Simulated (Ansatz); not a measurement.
**Rb: 9 runs along one coordinate**

System: Rb (I4/mmm, 1 atom in the cell).
Method: DFT PBE, scalar-relativistic, plane waves, PAW, no spin polarisation (Ansatz 0.2.0).

The 9 runs differ only in the geometry, by a strain of the cell at fixed fractional positions. Against run 5, the strain is εxx = η. The structure derives from an entry of the Crystallography Open Database.

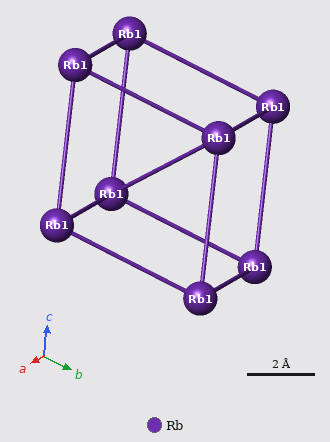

Figure 1. The structure of run 5 (ball-and-stick view of the cell of the calculation, seen slightly off an axis; atoms are numbered from 1 in the order of the input).

### Input of run 5
```yaml
crystal:
  lattice:
    - [-2.82003, 2.806, 2.806]
    - [2.82003, -2.806, 2.806]
    - [2.82003, 2.806, -2.806]
  atoms:
    - { symbol: Rb, position: [0.0, 0.0, 0.0] }
basis:
  ecutwfc: 420
kpoints:
  mp_grid: { grid: [12, 12, 12] }
hamiltonian:
  xc: pbe
scf:
  occupations: { method: gaussian, width: 0.15 }
output:
  forces: true
  stress: true
  eigenvalues: true
```

Command:
```bash
ansatz run input.yaml --threads 1 --pin off --max-ram 1228MiB --backend cpu --events-out ev --progress --plain --runs-dir out
```

Run 4 differs from it as follows:
```diff
-    - [-2.82003, 2.806, 2.806]
-    - [2.82003, -2.806, 2.806]
-    - [2.82003, 2.806, -2.806]
+    - [-2.79197, 2.806, 2.806]
+    - [2.79197, -2.806, 2.806]
+    - [2.79197, 2.806, -2.806]
```

### Results, with one run withheld

| run | strain parameter η (%) | free energy per atom, from the lowest run given (meV) | pressure (GPa) |
| --- | --- | --- | --- |
| 1 | −2.4876 | 2.08 | 0.16 |
| 2 | −1.9900 | 1.65 | 0.14 |
| 3 | −1.4925 | 1.28 | 0.12 |
| 4 | −0.9950 | ? | ? |
| 5 | 0.0000 | 0.44 | 0.08 |
| 6 | 0.4975 | 0.25 | 0.06 |
| 7 | 0.9950 | 0.10 | 0.05 |
| 8 | 1.2438 | 0.05 | 0.04 |
| 9 | 1.4925 | 0.00 | 0.03 |

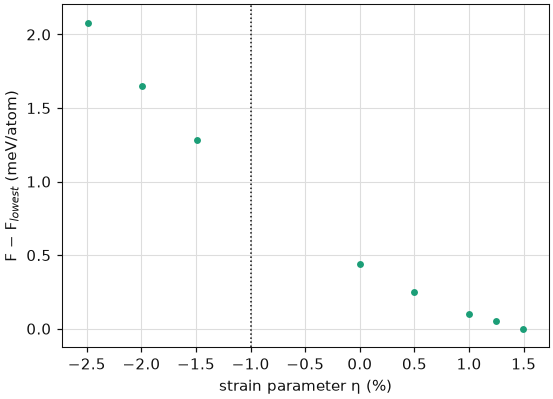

Figure 2. Free energy per atom of the runs given; the dotted line marks run 4.

Fit the runs given and predict run 4.

A cubic polynomial in the coordinate, fitted to the 8 runs given, misses them by under 0.01 meV per atom. With x = η + 0.2177, it reads F = 0.53542 − 0.46346 x + 0.091129 x² − 0.001848 x³ (meV per atom). At run 4 it gives 0.95 meV per atom, and the run itself gives 0.95. The fit has no minimum inside this range.

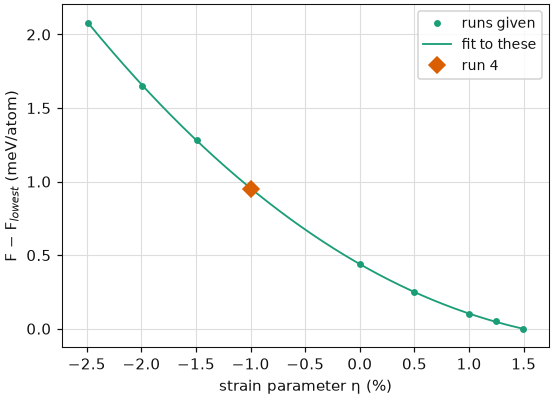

Figure 3. The fit and the withheld run.

### Output, shortened to warnings, some set-up lines, iterations and results (run 4)
```
Basis set: ecut = 420 eV, 1721 PW (Γ), exchange–correlation on 72×72×72 points (8 copies of the dense FFT grid, shifted against one another)
Symmetry: 16 space group operations
k-points: 163 of 1728
Initial density: superposition of atomic densities (neutral atoms: chi_scale 0, normalization atom), corrected by the library's trained network
[...]
SCF iter   1: F=—  HF=-3267.352350 eV  |F-HF|=—  |Δ(HF+E_count)|=         —  Δρ=1.30e-4  dr2=1.12e-5  ethr=1.77e-3  ⟨swp⟩=7.3  Hψ=12143  notcnv=0
SCF iter   2: F=—  HF=-3267.352982 eV  |F-HF|=—  |Δ(HF+E_count)|=   6.33e-4  Δρ=7.67e-5  dr2=2.36e-6  ethr=1.25e-7  ⟨swp⟩=3.6  Hψ=4408  notcnv=0
SCF iter   3: F=—  HF=-3267.352984 eV  |F-HF|=—  |Δ(HF+E_count)|=   1.25e-6  Δρ=2.94e-5  dr2=5.05e-7  ethr=2.63e-8  ⟨swp⟩=2.7  Hψ=2203  notcnv=0
SCF iter   4: F=-3267.352985 eV  HF=-3267.352985 eV  |F-HF|=2.66e-8  |Δ(HF+E_count)|=   1.58e-6  Δρ=4.46e-6  dr2=1.99e-8  ethr=5.62e-9  ⟨swp⟩=2.0  Hψ=2181  notcnv=0
SCF iter   5: F=-3267.352985 eV  HF=-3267.352985 eV  |F-HF|=3.21e-9  |Δ(HF+E_count)|=   2.76e-8  Δρ=1.23e-6  dr2=2.28e-9  ethr=2.21e-10  ⟨swp⟩=2.6  Hψ=2066  notcnv=0
SCF iter   6: F=-3267.352985 eV  HF=-3267.352985 eV  |F-HF|=1.39e-10  |Δ(HF+E_count)|=   3.47e-9  Δρ=5.11e-7  dr2=2.98e-10  ethr=2.53e-11  ⟨swp⟩=3.1  Hψ=5732  notcnv=0
SCF 1 converged in 6 iterations: F = -3267.352985 eV  dr2 = 2.98e-10
SCF converged after 6 iterations
Free energy (F): -3267.352985 eV
Harris-Foulkes:  -3267.352985 eV  (|F-HF|=1.39e-10)
Internal energy: -3267.341754 eV  (E = F + TS)
E sigma→0 (E₀):  -3267.347370 eV
Entropy (-TS):   -0.011231 eV (-11.231 meV/atom)
Fermi energy:    2.084062 eV
--- Per-component energies (eV) ---
  E_band       = -117.510825
  E_kinetic    = 190.828287
  E_local      = -701.532993  (includes V_loc(G=0)·N_el)
  E_nonlocal   = 173.612454
  E_hartree    = 195.890370
  E_xc         = -129.302471
  E_vxc        = -135.221000  (∫ρ·V_xc dr)
  E_paw        = -2618.024716  (= ΣΔE_a)
  E_vpaw       = -36.978439  (= ΣTr[D̂ρ^β])
  E_aug_tail   = -0.000001  (compensation charges beyond the density's cutoff)
  E_ewald      = -378.812684
  E_smearing   = -0.011231  (= −TS)
  E_closure    = 0.000000  (closes the sum)
  Σ components = -3267.352985   (vs F -3267.352985, Δ=0.00e0)
--- Forces (eV/Å), atoms counted from 1 ---
  atom   1  Rb     0.00000000     0.00000000     0.00000000
  max |Σ_I F_I| component: 3.70e-32 eV/Å
--- Stress (GPa, compression-positive) ---
        0.109548      -0.000000      -0.000000
       -0.000000       0.108173       0.000000
       -0.000000       0.000000       0.108173
  P = ⅓ Tr σ = 0.1086 GPa (1.086 kbar)
```
